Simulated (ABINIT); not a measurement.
# AlN (P6_3mc): least direct gap against volume

The cell of AlN (P6_3mc) is scaled evenly and the response computed anew at each volume, on one mesh. The atoms keep their fractional positions.

Symmetry: P6_3mc, No. 186, hexagonal system. The conventional cell has a = 3.113 Å, b = 3.113 Å, c = 4.981 Å, α = 90.00°, β = 90.00°, γ = 120.00°. Al on site b has 4 N at 1.89 Å as nearest neighbours. N on site b is surrounded by 4 Al at 1.89 Å.

Method: ABINIT 10.8.3, LDA, independent particles, k-mesh 12×12×7, Lorentzian half width 0.04 eV.

Launch of the response step: `optic optic.abi`. The series took 7.6 min in all, its band step included, on 4 threads of Intel(R) Xeon(R) Processor @ 2.70GHz, on a shared host.

```tsv
V/V₀	V (Å³, primitive cell)	least direct gap (eV)
0.94	39.29	4.815
0.97	40.55	?
1.00	41.80	4.256
1.03	43.06	3.996
1.06	44.31	3.749
```

For small changes the quantity should be close to linear in ln V.

Working, on the rows shown:

| x = ln(V/V₀) | y = least direct gap |
| --- | --- |
| -0.0618754 | 4.815 |
| 0 | 4.256 |
| 0.0295588 | 3.996 |
| 0.0582689 | 3.749 |

Means: x̄ = 0.0064881, ȳ = 4.204. Σ(x − x̄)(y − ȳ) = -0.07047, Σ(x − x̄)² = 0.007929. Slope = -0.07047 / 0.007929 = -8.887; intercept = ȳ − slope · x̄ = 4.2617. The line misses the rows shown by at most 0.0057 eV.

Problem. Predict the last column of the withheld row from the fit.

Solution. At x = -0.030459 the line gives y = 4.5324 eV. The run gave 4.529 eV, so the interpolation is off by 0.0034 eV, 0.3 % of the range in the table.

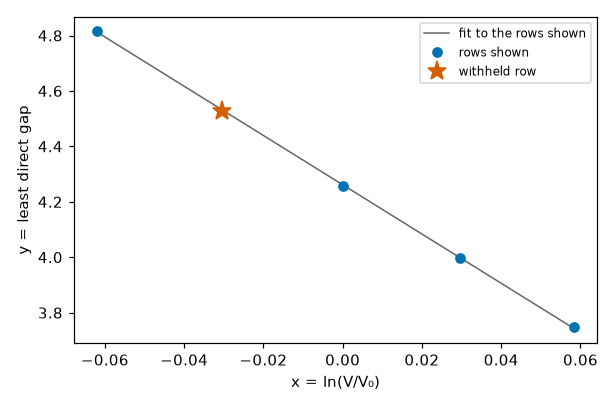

Between the rows on either side of x = 0 the slope is (3.996 − 4.529) / (0.029559 − (-0.030459)) = -8.881. That is a volume deformation potential of -8.9 eV: the least direct gap on this mesh widens by 89 meV for each per cent of compression. The cell comes from an older database entry, whose edges can be off by a per cent or so. LDA gaps are as a rule too small.

[Logs are printed without paths, hosts, clocks, repeated set-up lines and the standing remarks that a program may print on its own settings, such as how far it seeks lower states.]
